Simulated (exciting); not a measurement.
The Zn K edge of atom 1 in ZnS, space group F-43m, with 4 S at 2.34 Å (tetrahedral, site symmetry -43m), was computed at 2 levels: exchange and screened direct term (singlet BSE) and independent particles. Common settings: exciting, all-electron LAPW+lo, PBE, 5×5×5 shifted k points, 16 conduction bands, |G+q| up to 3 bohr⁻¹, full RPA screening with nempty = 37, Lorentzian half width 0.83 eV.

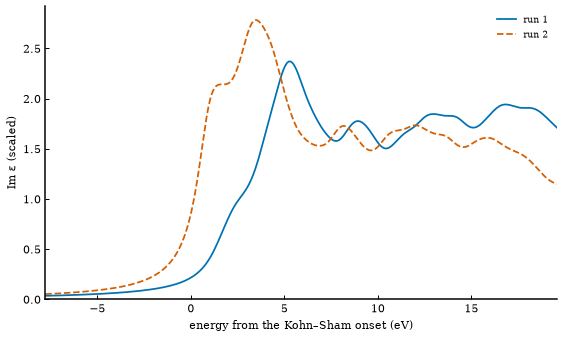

Energy from the Kohn–Sham onset, core level to the lowest empty state found on the meshes used; all runs on one relative scale.

The database entry behind the starting cell differs from later determinations by our own check (about 0.1 % short), so it need not match the best structure at ambient conditions.

Question: Which run is which, and why?

Run 1: independent particles; highest local maximum in the window at 5.2 eV. Run 2: exchange and screened direct term (singlet BSE); highest local maximum in the window at 3.4 eV. The attractive direct term pulls weight down: the curves pass 0.42 at 1.1 and -0.9 eV in the order of the runs. Fine structure above the first lines is partly noise of the 125-point mesh.

[Hosts, paths, dates, database ids (printed as entryN), source tags and the programs' standing remarks are cut or masked in the printed files.]
